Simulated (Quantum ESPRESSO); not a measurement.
**Optical response of KI**

Aim: the dielectric function of KI, and the optical constants that follow from it.

Program: Quantum ESPRESSO 7.5. Level of theory: DFT, PBE, plane waves with norm-conserving potentials (PseudoDojo), scalar-relativistic, independent-particle optical response without local fields and without the non-local commutator. Results are calculated unless marked as measured.

### Step 1. The starting structure

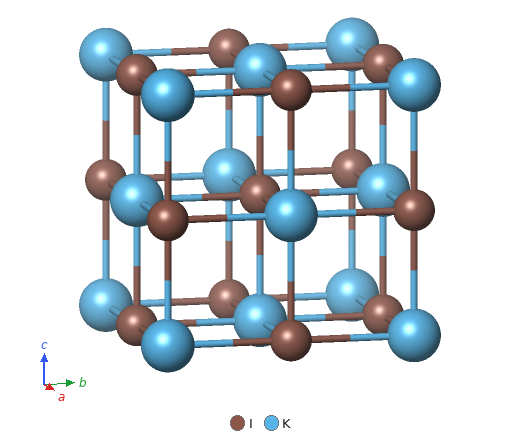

Start, viewed slightly off an axis; iodine brown, potassium blue. This picture shows the conventional cell, with its axes. Some periodic images of atoms are drawn too.

### Step 2. Ground state

The self-consistent density comes first; it also tells whether there is a gap, which decides the occupations and the need for a Drude term.

This step: DFT, PBE, plane waves with norm-conserving potentials (PseudoDojo), scalar-relativistic, ground state (Quantum ESPRESSO 7.5).

scf.in reads:

```
&control
  calculation = 'scf'
  prefix = 'x'
  outdir = './tmp'
  pseudo_dir = './'
  verbosity = 'high'
/
&system
  ibrav = 0
  nat = 2
  ntyp = 2
  ecutwfc = 70
  occupations = 'smearing'
  smearing = 'fd'
  degauss = 0.003675
  nbnd = 12
/
&electrons
  conv_thr = 1e-09
  electron_maxstep = 100
/
ATOMIC_SPECIES
  I 1.0 I.upf
  K 1.0 K.upf
CELL_PARAMETERS angstrom
  0.000000000000 3.532775000000 3.532775000000
  3.532775000000 0.000000000000 3.532775000000
  3.532775000000 3.532775000000 0.000000000000
ATOMIC_POSITIONS crystal
  I 0.500000000000 0.500000000000 0.500000000000
  K 0.000000000000 0.000000000000 0.000000000000
K_POINTS automatic
  6 6 6 0 0 0
```

The run is started by

```
mpirun -n 4 pw.x -nk 4 -in scf.in
```

The log of the run:

```text
for quantum simulation of materials; please cite

     using ibrav=0 with symmetry is DISCOURAGED, use correct ibrav instead

     G-vector sticks info
     --------------------
     sticks:   dense  smooth     PW     G-vecs:    dense   smooth      PW
     Sum        1723    1723    499                47183    47183    7239

     Using Slab Decomposition

     bravais-lattice index     =            0
     lattice parameter (alat)  =       9.4413  a.u.
     unit-cell volume          =     595.0789 (a.u.)^3
     number of atoms/cell      =            2
     number of atomic types    =            2
     number of electrons       =        16.00
     number of Kohn-Sham states=           12
     kinetic-energy cutoff     =      70.0000  Ry
     charge density cutoff     =     280.0000  Ry
     scf convergence threshold =      1.0E-09
     mixing beta               =       0.7000
     number of iterations used =            8  plain     mixing
     Exchange-correlation= PBE
                           (   1   4   3   4   0   0   0)

     celldm(1)=   9.441258  celldm(2)=   0.000000  celldm(3)=   0.000000
     celldm(4)=   0.000000  celldm(5)=   0.000000  celldm(6)=   0.000000

     crystal axes: (cart. coord. in units of alat)
               a(1) = (   0.000000   0.707107   0.707107 )
               a(2) = (   0.707107   0.000000   0.707107 )
               a(3) = (   0.707107   0.707107   0.000000 )

     reciprocal axes: (cart. coord. in units 2 pi/alat)
               b(1) = ( -0.707107  0.707107  0.707107 )
               b(2) = (  0.707107 -0.707107  0.707107 )
               b(3) = (  0.707107  0.707107 -0.707107 )

     ./I.upf
     Pseudo is Norm-conserving + core correction, Zval =  7.0
     Generated using ONCVPSP code by D. R. Hamann
     Using radial grid of 1196 points,  6 beta functions with:
                l(1) =   0
                l(2) =   0
                l(3) =   1
                l(4) =   1
                l(5) =   2
                l(6) =   2

     ./K.upf
     Pseudo is Norm-conserving + core correction, Zval =  9.0
     Generated using ONCVPSP code by D. R. Hamann
     Using radial grid of 2222 points,  6 beta functions with:
                l(1) =   0
                l(2) =   0
                l(3) =   1
                l(4) =   1
                l(5) =   2
                l(6) =   2

     atomic species   valence    mass     pseudopotential
     I                 7.00     1.00000     I ( 1.00)
     K                 9.00     1.00000     K ( 1.00)

     48 Sym. Ops., with inversion, found

                                    s                        frac. trans.

     [... symmetry matrices left out ...]
   Cartesian axes

     site n.     atom                  positions (alat units)
         1        I      tau(   1) = (   0.7071068   0.7071068   0.7071068  )
         2        K      tau(   2) = (   0.0000000   0.0000000   0.0000000  )

   Crystallographic axes

     site n.     atom                  positions (cryst. coord.)
         1        I      tau(   1) = (  0.5000000  0.5000000  0.5000000  )
         2        K      tau(   2) = (  0.0000000  0.0000000  0.0000000  )

     number of k points=    16  Fermi-Dirac smearing, width (Ry)=  0.0037
                       cart. coord. in units 2pi/alat
        k(    1) = (   0.0000000   0.0000000   0.0000000), wk =   0.0092593
        k(    2) = (   0.1178511   0.1178511  -0.1178511), wk =   0.0740741
        k(    3) = (   0.2357023   0.2357023  -0.2357023), wk =   0.0740741
        k(    4) = (  -0.3535534  -0.3535534   0.3535534), wk =   0.0370370
        k(    5) = (   0.2357023   0.0000000  -0.0000000), wk =   0.0555556
        k(    6) = (   0.3535534   0.1178511  -0.1178511), wk =   0.2222222
        k(    7) = (  -0.2357023  -0.4714045   0.4714045), wk =   0.2222222
        k(    8) = (  -0.1178511  -0.3535534   0.3535534), wk =   0.2222222
        k(    9) = (   0.0000000  -0.2357023   0.2357023), wk =   0.1111111
        k(   10) = (   0.4714045   0.0000000  -0.0000000), wk =   0.0555556
        k(   11) = (  -0.1178511  -0.5892557   0.5892557), wk =   0.2222222
        k(   12) = (  -0.0000000  -0.4714045   0.4714045), wk =   0.1111111
        k(   13) = (  -0.7071068   0.0000000   0.0000000), wk =   0.0277778
        k(   14) = (  -0.2357023  -0.4714045   0.7071068), wk =   0.2222222
        k(   15) = (  -0.1178511  -0.3535534   0.5892557), wk =   0.2222222
        k(   16) = (  -0.7071068   0.2357023   0.0000000), wk =   0.1111111

                       cryst. coord.
[...]
k(    9) = (  -0.0000000   0.1666667  -0.1666667), wk =   0.1111111
        k(   10) = (  -0.0000000   0.3333333   0.3333333), wk =   0.0555556
        k(   11) = (   0.0000000   0.3333333  -0.5000000), wk =   0.2222222
        k(   12) = (   0.0000000   0.3333333  -0.3333333), wk =   0.1111111
        k(   13) = (   0.0000000  -0.5000000  -0.5000000), wk =   0.0277778
        k(   14) = (   0.1666667   0.3333333  -0.5000000), wk =   0.2222222
        k(   15) = (   0.1666667   0.3333333  -0.3333333), wk =   0.2222222
        k(   16) = (   0.1666667  -0.5000000  -0.3333333), wk =   0.1111111

     Dense  grid:    47183 G-vectors     FFT dimensions: (  54,  54,  54)

     Initial potential from superposition of free atoms

     starting charge      15.9807, renormalised to      16.0000
     Starting wfcs are    9 randomized atomic wfcs +    3 random wfcs

     Self-consistent Calculation

     iteration #  1     ecut=    70.00 Ry     beta= 0.70
     Davidson diagonalization with overlap

            74 MiB given to the printing process from OS
            37 MiB allocation reported by mallinfo(arena+hblkhd)
------------------
     ethr =  1.00E-02,  avg # of iterations =  6.6

     Threshold (ethr) on eigenvalues was too large:
     Diagonalizing with lowered threshold

     Davidson diagonalization with overlap

            75 MiB given to the printing process from OS
            43 MiB allocation reported by mallinfo(arena+hblkhd)
------------------
     ethr =  1.74E-04,  avg # of iterations =  6.5

     total energy              =     -86.19781807 Ry
     estimated scf accuracy    <       0.02587605 Ry

     iteration #  2     ecut=    70.00 Ry     beta= 0.70
     Davidson diagonalization with overlap

            92 MiB given to the printing process from OS
            50 MiB allocation reported by mallinfo(arena+hblkhd)
------------------
     ethr =  1.62E-04,  avg # of iterations =  2.8

     total energy              =     -86.20441144 Ry
     estimated scf accuracy    <       0.00296804 Ry

     iteration #  3     ecut=    70.00 Ry     beta= 0.70
     Davidson diagonalization with overlap

            93 MiB given to the printing process from OS
            52 MiB allocation reported by mallinfo(arena+hblkhd)
------------------
     ethr =  1.86E-05,  avg # of iterations =  6.9

     total energy              =     -86.20515220 Ry
     estimated scf accuracy    <       0.00012747 Ry

     iteration #  4     ecut=    70.00 Ry     beta= 0.70
     Davidson diagonalization with overlap

            95 MiB given to the printing process from OS
            53 MiB allocation reported by mallinfo(arena+hblkhd)
------------------
     ethr =  7.97E-07,  avg # of iterations =  8.6

     total energy              =     -86.20519749 Ry
     estimated scf accuracy    <       0.00000723 Ry

     iteration #  5     ecut=    70.00 Ry     beta= 0.70
     Davidson diagonalization with overlap

            96 MiB given to the printing process from OS
            55 MiB allocation reported by mallinfo(arena+hblkhd)
------------------
     ethr =  4.52E-08,  avg # of iterations =  2.9

     total energy              =     -86.20520028 Ry
     estimated scf accuracy    <       0.00000017 Ry

     iteration #  6     ecut=    70.00 Ry     beta= 0.70
     Davidson diagonalization with overlap

            98 MiB given to the printing process from OS
            56 MiB allocation reported by mallinfo(arena+hblkhd)
------------------
     ethr =  1.08E-09,  avg # of iterations =  3.9

     total energy              =     -86.20520040 Ry
     estimated scf accuracy    <       0.00000009 Ry

     iteration #  7     ecut=    70.00 Ry     beta= 0.70
     Davidson diagonalization with overlap

            99 MiB given to the printing process from OS
            58 MiB allocation reported by mallinfo(arena+hblkhd)
------------------
     ethr =  5.86E-10,  avg # of iterations =  2.0

     End of self-consistent calculation

          k = 0.0000 0.0000 0.0000 (  5961 PWs)   bands (ev):

   -27.1194 -10.6067 -10.6067 -10.6067  -9.1238   1.3803   1.3803   1.3803
     5.3428   7.8856   7.8857   7.8859

     occupation numbers
     1.0000   1.0000   1.0000   1.0000   1.0000   1.0000   1.0000   1.0000
     0.0000   0.0000   0.0000   0.0000

          k = 0.1179 0.1179-0.1179 (  5907 PWs)   bands (ev):

   -27.1188 -10.6474 -10.6073 -10.6073  -9.0514   0.9628   1.2899   1.2899
     5.9658   7.8072   8.1779   8.1780

     occupation numbers
     1.0000   1.0000   1.0000   1.0000   1.0000   1.0000   1.0000   1.0000
     0.0000   0.0000   0.0000   0.0000

          k = 0.2357 0.2357-0.2357 (  5888 PWs)   bands (ev):

   -27.1178 -10.7202 -10.6086 -10.6086  -8.9133   0.3260   1.1223   1.1223
     6.7307   8.4075   8.8857   8.8859

     occupation numbers
     1.0000   1.0000   1.0000   1.0000   1.0000   1.0000   1.0000   1.0000
     0.0000   0.0000   0.0000   0.0000

          k =-0.3536-0.3536 0.3536 (  5900 PWs)   bands (ev):

   -27.1173 -10.7532 -10.6092 -10.6092  -8.8467   0.0619   1.0442   1.0442
     6.9045   9.0971   9.5420   9.5421

     occupation numbers
     1.0000   1.0000   1.0000   1.0000   1.0000   1.0000   1.0000   1.0000
     0.0000   0.0000   0.0000   0.0000

     [... further k points left out ...]

     the Fermi energy is     3.4187 ev

!    total energy              =     -86.20520042 Ry
     estimated scf accuracy    <          3.3E-10 Ry
     smearing contrib. (-TS)   =       0.00000000 Ry
     internal energy E=F+TS    =     -86.20520042 Ry

     The total energy is F=E-TS. E is the sum of the following terms:
     one-electron contribution =     -29.58906322 Ry
     hartree contribution      =      19.12880169 Ry
     xc contribution           =     -20.82126329 Ry
     ewald contribution        =     -54.92367560 Ry

     convergence has been achieved in   7 iterations

     XML data file, charge density, pseudopotentials, collected wavefunctions

                                        0.00s GPU  (     180 calls)

=------------------------------------------------------------------------------=
   JOB DONE.
=------------------------------------------------------------------------------=
```

Run time: 10 s. Hardware: 4 MPI ranks of Intel Xeon Platinum 8175M at 2.50GHz (Skylake/Cascade Lake), shared host; peak memory 0.1 GiB; 39 s of CPU time.

Read-outs, printed or worked out from the files:

```
total energy           : -86.21 Ry
gap on the k-mesh      : 3.963 eV
direct gap on the mesh : 3.963 eV
```

There is a gap, 3.96 eV on this mesh (points off the mesh can give less), so no carriers' term is needed.

(Part 1 of 3 ends here.)

[Machine, clock, banner and «Message from routine» lines are left out of the logs.]

[Logs are printed without paths, hosts, clocks, repeated set-up lines and the standing remarks that a program may print on its own settings, such as how far it seeks lower states.]

[Hosts, paths, dates, database ids (printed as entryN), source tags and the programs' standing remarks are cut or masked in the printed files.]
